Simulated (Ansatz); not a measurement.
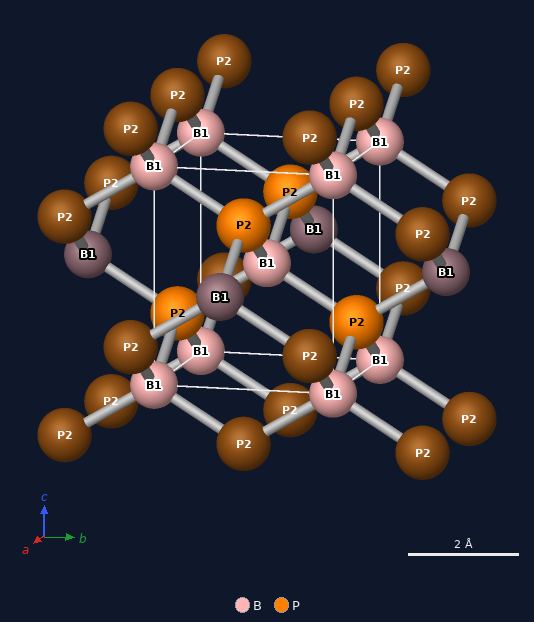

The structure as given in the input (ball-and-stick view of the cell 2 times as large as that of the calculation, set on its symmetry axes, seen slightly off an axis; neighbours outside the cell are drawn fainter; atoms are numbered from 1 in the order of the input).

**What a change does: single-point calculation on BP**

System: BP (2 atoms in the cell).
Method of the first run: DFT PBE, scalar-relativistic, plane waves, PAW, no spin polarisation (Ansatz 0.2.0).

The structure derives from an entry of the Crystallography Open Database. Text and figures count atoms from 1; the logs count them from 0 in places.

The input, the first run:
```yaml
crystal:
  lattice:
    - [0.0, 2.3953088586, 2.0360125298]
    - [2.3953088586, 0.0, 2.0360125298]
    - [2.3953088586, 2.3953088586, 0.0]
  atoms:
    - { symbol: B, position: [0.0, 0.0, 0.0] }
    - { symbol: P, position: [0.75, 0.75, 0.75] }
basis:
  ecutwfc: 420
kpoints:
  mp_grid: { grid: [12, 12, 12] }
hamiltonian:
  xc: pbe
scf:
  occupations: { method: gaussian, width: 0.05 }
output:
  forces: true
  stress: true
  eigenvalues: true
```

Command:
```bash
ansatz run input.yaml --threads 1 --pin off --max-ram 1228MiB --backend cpu --events-out ev --progress --plain --runs-dir out
```

Hardware: 1 thread of an x86-64 CPU, shared host.

Output, shortened to warnings, some set-up lines, iterations and results (the first run):
```
Basis set: ecut = 420 eV, 471 PW (Γ), exchange–correlation on 48×48×48 points (8 copies of the dense FFT grid, shifted against one another)
Symmetry: 8 space group operations
k-points: 163 of 1728 (time reversal used)
Initial density: superposition of atomic densities (neutral atoms: chi_scale 0, normalization atom), corrected by the library's trained network
[...]
SCF iter   1: F=—  HF=-912.159125 eV  |F-HF|=—  |Δ(HF+E_count)|=         —  Δρ=2.41e-3  dr2=1.01e-3  ethr=1.77e-3  ⟨swp⟩=6.1  Hψ=12000  notcnv=0
SCF iter   2: F=—  HF=-912.158978 eV  |F-HF|=—  |Δ(HF+E_count)|=   1.46e-4  Δρ=1.18e-3  dr2=2.71e-4  ethr=1.26e-5  ⟨swp⟩=2.2  Hψ=3095  notcnv=0
SCF iter   3: F=—  HF=-912.158980 eV  |F-HF|=—  |Δ(HF+E_count)|=   1.37e-6  Δρ=5.83e-4  dr2=9.86e-5  ethr=3.39e-6  ⟨swp⟩=2.0  Hψ=1858  notcnv=0
SCF iter   4: F=—  HF=-912.158953 eV  |F-HF|=—  |Δ(HF+E_count)|=   2.61e-5  Δρ=1.59e-4  dr2=6.02e-6  ethr=1.23e-6  ⟨swp⟩=2.0  Hψ=1844  notcnv=0
SCF iter   5: F=—  HF=-912.158953 eV  |F-HF|=—  |Δ(HF+E_count)|=   4.56e-7  Δρ=5.68e-5  dr2=9.87e-7  ethr=7.52e-8  ⟨swp⟩=2.0  Hψ=1892  notcnv=0
SCF iter   6: F=—  HF=-912.158953 eV  |F-HF|=—  |Δ(HF+E_count)|=   2.46e-7  Δρ=2.34e-5  dr2=1.67e-7  ethr=1.23e-8  ⟨swp⟩=1.3  Hψ=1431  notcnv=0
SCF iter   7: F=-912.158953 eV  HF=-912.158953 eV  |F-HF|=9.71e-9  |Δ(HF+E_count)|=   4.69e-8  Δρ=6.65e-6  dr2=1.34e-8  ethr=1.25e-9  ⟨swp⟩=5.1  Hψ=6457  notcnv=0
SCF 1 converged in 7 iterations: F = -912.158953 eV  dr2 = 1.34e-8
SCF converged after 7 iterations
Free energy (F): -912.158953 eV
Harris-Foulkes:  -912.158953 eV  (|F-HF|=9.71e-9)
Internal energy: -912.158511 eV  (E = F + TS)
E sigma→0 (E₀):  -912.158732 eV
Entropy (-TS):   -0.000442 eV (-0.221 meV/atom)
Fermi energy:    9.542619 eV
--- Per-component energies (eV) ---
  E_band       = 22.692982
  E_kinetic    = 121.138672
  E_local      = -65.465662  (includes V_loc(G=0)·N_el)
  E_nonlocal   = 45.011583
  E_hartree    = 16.211607
  E_xc         = -94.625703
  E_vxc        = -100.239243  (∫ρ·V_xc dr)
  E_paw        = -647.924535  (= ΣΔE_a)
  E_vpaw       = -10.175424  (= ΣTr[D̂ρ^β])
  E_aug_tail   = 0.000000  (compensation charges beyond the density's cutoff)
  E_ewald      = -286.504472
  E_smearing   = -0.000442  (= −TS)
  E_closure    = -0.000000  (closes the sum)
  Σ components = -912.158953   (vs F -912.158953, Δ=0.00e0)
--- Forces (eV/Å), atoms counted from 1 ---
  atom   1  B     -0.00000000    -0.00000000     0.00000000
  atom   2  P      0.00000000     0.00000000    -0.00000000
  max |Σ_I F_I| component: 1.94e-16 eV/Å
--- Stress (GPa, compression-positive) ---
      -10.298578      -0.000000       0.000000
        0.000000     -10.298578       0.000000
        0.000000       0.000000      21.384189
  P = ⅓ Tr σ = 0.2623 GPa (2.623 kbar)
```

The input of the second run differs as follows (lines with − go, lines with + come):
```diff
-basis:
-  ecutwfc: 420
```

Predict how the results change.

The energy doesn't change within 0.01 meV per atom. The number of SCF iterations is the same.

Output, shortened to warnings, some set-up lines, iterations and results (the second run):
```
Basis set: ecut = 420 eV, 471 PW (Γ), exchange–correlation on 48×48×48 points (8 copies of the dense FFT grid, shifted against one another)
Symmetry: 8 space group operations
k-points: 163 of 1728 (time reversal used)
Initial density: superposition of atomic densities (neutral atoms: chi_scale 0, normalization atom), corrected by the library's trained network
[...]
SCF iter   1: F=—  HF=-912.159125 eV  |F-HF|=—  |Δ(HF+E_count)|=         —  Δρ=2.41e-3  dr2=1.01e-3  ethr=1.77e-3  ⟨swp⟩=6.1  Hψ=12000  notcnv=0
SCF iter   2: F=—  HF=-912.158978 eV  |F-HF|=—  |Δ(HF+E_count)|=   1.46e-4  Δρ=1.18e-3  dr2=2.71e-4  ethr=1.26e-5  ⟨swp⟩=2.2  Hψ=3095  notcnv=0
SCF iter   3: F=—  HF=-912.158980 eV  |F-HF|=—  |Δ(HF+E_count)|=   1.37e-6  Δρ=5.83e-4  dr2=9.86e-5  ethr=3.39e-6  ⟨swp⟩=2.0  Hψ=1858  notcnv=0
SCF iter   4: F=—  HF=-912.158953 eV  |F-HF|=—  |Δ(HF+E_count)|=   2.61e-5  Δρ=1.59e-4  dr2=6.02e-6  ethr=1.23e-6  ⟨swp⟩=2.0  Hψ=1844  notcnv=0
SCF iter   5: F=—  HF=-912.158953 eV  |F-HF|=—  |Δ(HF+E_count)|=   4.56e-7  Δρ=5.68e-5  dr2=9.87e-7  ethr=7.52e-8  ⟨swp⟩=2.0  Hψ=1892  notcnv=0
SCF iter   6: F=—  HF=-912.158953 eV  |F-HF|=—  |Δ(HF+E_count)|=   2.46e-7  Δρ=2.34e-5  dr2=1.67e-7  ethr=1.23e-8  ⟨swp⟩=1.3  Hψ=1431  notcnv=0
SCF iter   7: F=-912.158953 eV  HF=-912.158953 eV  |F-HF|=9.71e-9  |Δ(HF+E_count)|=   4.69e-8  Δρ=6.65e-6  dr2=1.34e-8  ethr=1.25e-9  ⟨swp⟩=5.1  Hψ=6457  notcnv=0
SCF 1 converged in 7 iterations: F = -912.158953 eV  dr2 = 1.34e-8
SCF converged after 7 iterations
Free energy (F): -912.158953 eV
Harris-Foulkes:  -912.158953 eV  (|F-HF|=9.71e-9)
Internal energy: -912.158511 eV  (E = F + TS)
E sigma→0 (E₀):  -912.158732 eV
Entropy (-TS):   -0.000442 eV (-0.221 meV/atom)
Fermi energy:    9.542619 eV
--- Per-component energies (eV) ---
  E_band       = 22.692982
  E_kinetic    = 121.138672
  E_local      = -65.465662  (includes V_loc(G=0)·N_el)
  E_nonlocal   = 45.011583
  E_hartree    = 16.211607
  E_xc         = -94.625703
  E_vxc        = -100.239243  (∫ρ·V_xc dr)
  E_paw        = -647.924535  (= ΣΔE_a)
  E_vpaw       = -10.175424  (= ΣTr[D̂ρ^β])
  E_aug_tail   = 0.000000  (compensation charges beyond the density's cutoff)
  E_ewald      = -286.504472
  E_smearing   = -0.000442  (= −TS)
  E_closure    = -0.000000  (closes the sum)
  Σ components = -912.158953   (vs F -912.158953, Δ=0.00e0)
--- Forces (eV/Å), atoms counted from 1 ---
  atom   1  B     -0.00000000    -0.00000000     0.00000000
  atom   2  P      0.00000000     0.00000000    -0.00000000
  max |Σ_I F_I| component: 1.94e-16 eV/Å
--- Stress (GPa, compression-positive) ---
      -10.298578      -0.000000       0.000000
        0.000000     -10.298578       0.000000
        0.000000       0.000000      21.384189
  P = ⅓ Tr σ = 0.2623 GPa (2.623 kbar)
```

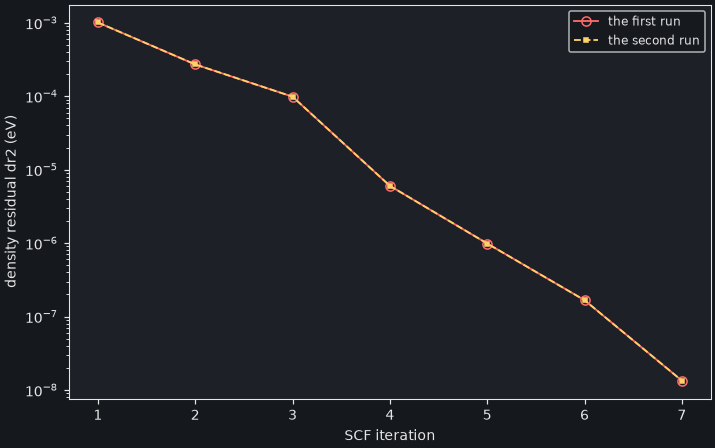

Convergence of the two runs: density residual dr2 against the SCF iteration. The first run takes 7 iterations in all, and the second run takes 7.

The two runs side by side:

| quantity | the first run | the second run |
| --- | --- | --- |
| outcome | converged | converged |
| free energy per atom (eV) | −456.0795 | −456.0795 |
| gap on the mesh (eV) | 0.00 | 0.00 |
| pressure (GPa) | 0.26 | 0.26 |
| largest force (eV/Å) | 0.000 | 0.000 |
| SCF iterations | 7 | 7 |
| irreducible k-points | 163 | 163 |
| plane waves at Γ | 471 | 471 |
| wall time (shared host) | 5.5 s | 4 s |
